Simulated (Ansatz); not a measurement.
```
Ti Al
1.0
     3.81555    0.00000    0.00000
     0.00000    3.81555    0.00000
     0.00000    0.00000   18.10799
Ti Al
4 12
Direct
  0.00000 0.00000 0.88573
  0.50000 0.50000 0.64953
  0.00000 0.00000 0.41334
  0.50000 0.50000 0.17715
  0.00000 0.00000 0.17715
  0.50000 0.50000 0.88573
  0.00000 0.00000 0.64953
  0.50000 0.50000 0.41334
  0.50000 0.00000 0.29524
  0.00000 0.50000 0.05905
  0.50000 0.00000 0.76763
  0.00000 0.50000 0.53144
  0.00000 0.50000 0.29524
  0.50000 0.00000 0.05905
  0.00000 0.50000 0.76763
  0.50000 0.00000 0.53144
```

Space group P4mm; a structure from a database of computed crystals, not necessarily the ambient phase; not relaxed (largest force 1.3 eV/Å); computed pressure about −2 GPa in this cell; computed without spin polarisation.

Level of theory: Ansatz 0.2.0, DFT PBEsol, scalar-relativistic, plane waves, PAW.

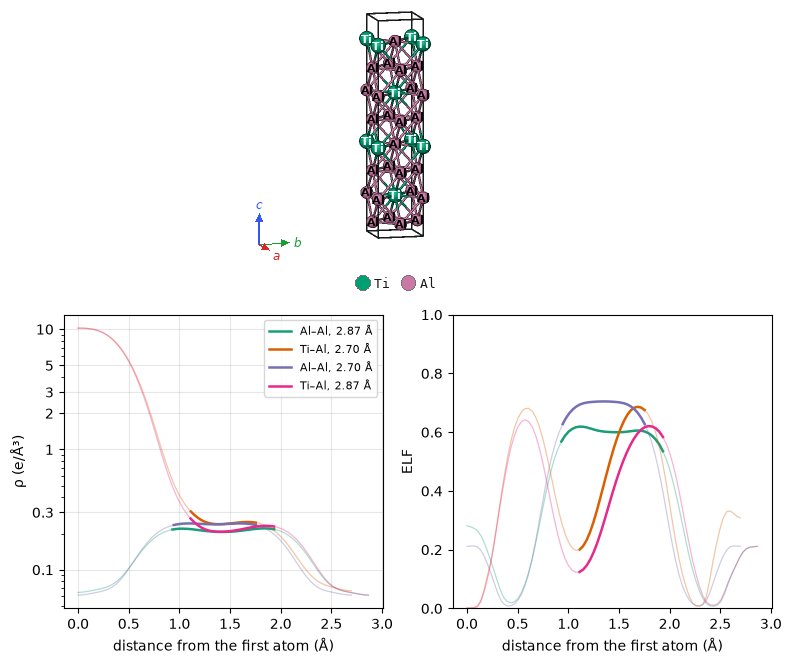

TiAl$_{3}$. Valence pseudo-density and electron localisation function along straight lines between neighbouring atoms. Thin, pale parts lie inside the atomic spheres. The structure is drawn too.

Core electrons are frozen (PAW), and the valence fields are smoothed inside the atomic spheres.

> What can be read from the curves?

Al–Al (2.87 Å): ρ is about 0.21 e/Å³ halfway; the ELF peaks at about 0.60 between the atoms.
Ti–Al (2.70 Å): ρ at the midpoint is about 0.24 e/Å³; the ELF is about 0.40 at the midpoint.
Al–Al (2.70 Å): ρ is about 0.24 e/Å³ halfway; the ELF peaks at about 0.70 between the atoms.
Ti–Al (2.87 Å): the density is about 0.21 e/Å³ at the midpoint; the ELF is about 0.40 at the midpoint.
